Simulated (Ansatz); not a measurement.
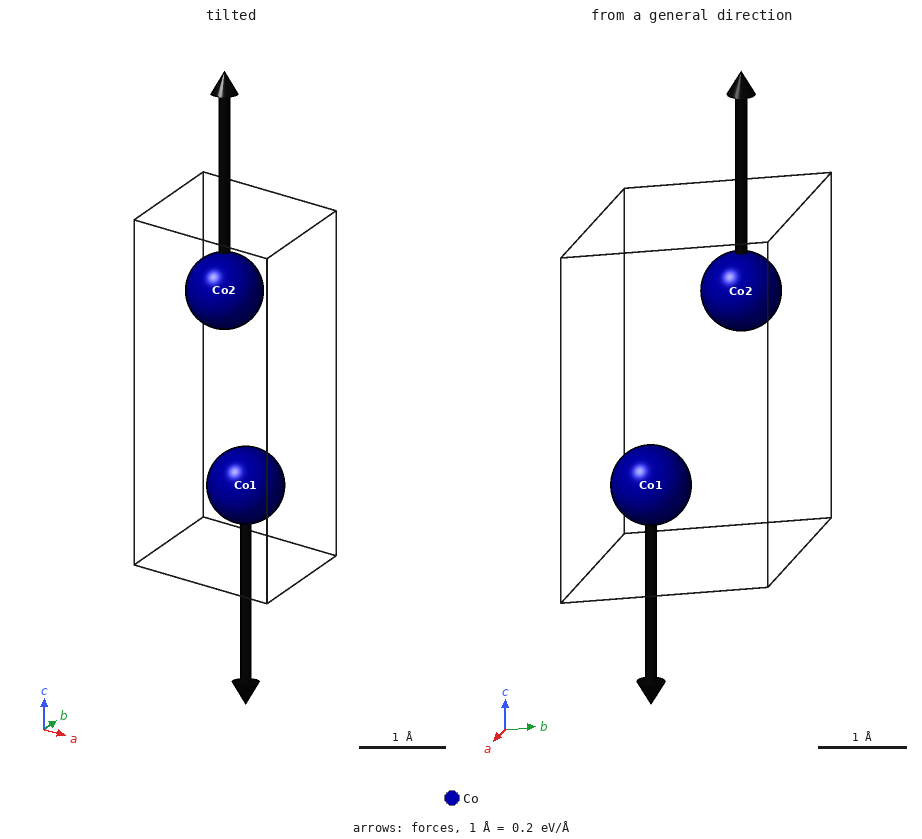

View slightly off an axis and from a general direction, drawn as a spheres-only model. The parallelepiped is the simulation cell. The arrows are the computed forces on the atoms.

System: Co. Run with DFT PBE, scalar-relativistic, plane waves, PAW (Ansatz) and these settings: a cutoff energy of 420 eV, a 24×24×12 sampling of the Brillouin zone, Gaussian smearing of 0.15 eV, collinear spins.

Q: Has this structure been optimised to equilibrium?

A: No. The atoms still feel forces of up to about 0.45 eV/Å, far above a usual threshold of 0.01 to 0.03 eV/Å.

Q: Where does the largest force act?

A: Co1 and Co2, about 0.45 eV/Å.

Its origin is a structure listed in the Materials Project. The cell was then strained or its atoms displaced on purpose. It went into a calculation with Ansatz.
